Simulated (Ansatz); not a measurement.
System: Li₂O₃, space group Pn-3m (No. 224) (one of a set of cubic test structures, which need not be the stable phase).

Method: equation of state of a cubic crystal from periodic Kohn-Sham density functional theory without spin, third-order Birch-Murnaghan fit to the free energies; pressure corrected for the finite basis (Ansatz 0.2.0 development build). Level: PBE.

| setting | value |
| --- | --- |
| structure type | cubic X2O3 |
| atoms in cell | 10 |
| space group number | 224 |
| lattice centring | simple cubic |
| k mesh | 12×12×12 |
| occupation method | Fermi–Dirac |
| occupation width | 0.06123 eV |
| wave cutoff | 420 eV |
| datasets | soft-1 PAW |
| density tolerance | 1e−07 eV |
| bands | 34 |
| density cutoff ratio | 4 |
| search for lower states | default |

What does the calculation give for the energy above the lowest point and pressure against volume? The volume takes the values 8.4174, 8.5965, 8.7756, 8.9547, 9.1338, 9.3129, 9.4920 Å³/atom.

A third-order Birch–Murnaghan fit gives V0 = 8.97 Å³/atom, B0 = 81.1 GPa and B′ = 4.3. The energy above the lowest point is 9.58 meV/atom at volume 8.4174 Å³/atom and 6.99 meV/atom at 9.4920 Å³/atom; the lowest computed point is at volume 8.9547 Å³/atom (0.00 meV/atom). The pressure falls from 5.901 GPa at volume 8.4174 Å³/atom to −4.072 GPa at 9.4920 Å³/atom, and changes sign near 8.97 Å³/atom.

| volume (Å³/atom) | energy above the lowest point (meV/atom) | pressure (GPa) |
| --- | --- | --- |
| 8.4174 | 9.58 | 5.901 |
| 8.5965 | 4.20 | 3.765 |
| 8.7756 | 1.08 | 1.846 |
| 8.9547 | 0.00 | 0.120 |
| 9.1338 | 0.73 | −1.429 |
| 9.3129 | 3.12 | −2.821 |
| 9.4920 | 6.99 | −4.072 |

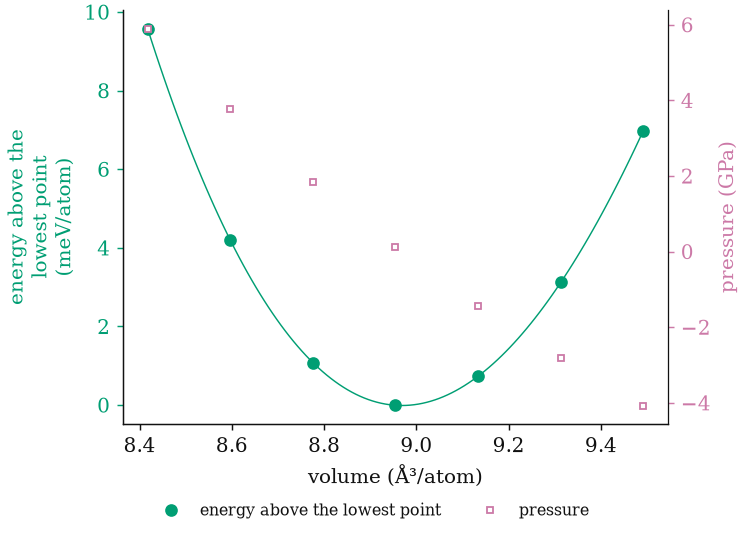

Caveats: cubic model structure, not the ambient form; modest k-mesh, values are not fully converged in k.
